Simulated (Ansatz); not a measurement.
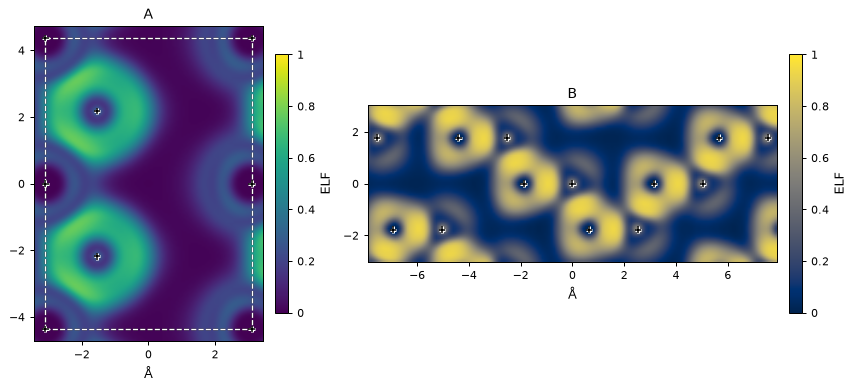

The ELF of 2 systems, each on a plane through atoms (crosses mark nuclei in the plane).

The calculation used Ansatz 0.2.0, DFT r2SCAN, scalar-relativistic, plane waves, PAW.

System 1: SiC, the (110) plane of the conventional cell. Space group P6₃mc; a structure from a database of computed crystals, not necessarily the ambient phase.

```
Si C
1.0
     3.07847    0.00000    0.00000
    -1.53924    2.66603    0.00000
     0.00000    0.00000   15.10692
Si C
6 6
Direct
  0.33333 0.66667 0.83299
  0.66667 0.33333 0.33299
  0.66667 0.33333 0.66650
  0.33333 0.66667 0.16650
  0.00000 0.00000 0.49972
  0.00000 0.00000 0.99972
  0.00000 0.00000 0.87437
  0.00000 0.00000 0.37437
  0.33333 0.66667 0.70800
  0.66667 0.33333 0.20800
  0.66667 0.33333 0.54153
  0.33333 0.66667 0.04153
```

System 2: InAs, the (101) plane of the conventional cell. Space group F-43m.

Match each panel to its system.

Panel A is system 2, InAs: the plane holds In and As. In–As (2.68 Å): the ELF peaks at about 0.75 between the atoms. Panel B is system 1, SiC: the plane holds Si and C. Si–C (1.88 Å): the ELF peaks at about 0.95 between the atoms (localised, covalent bonding).
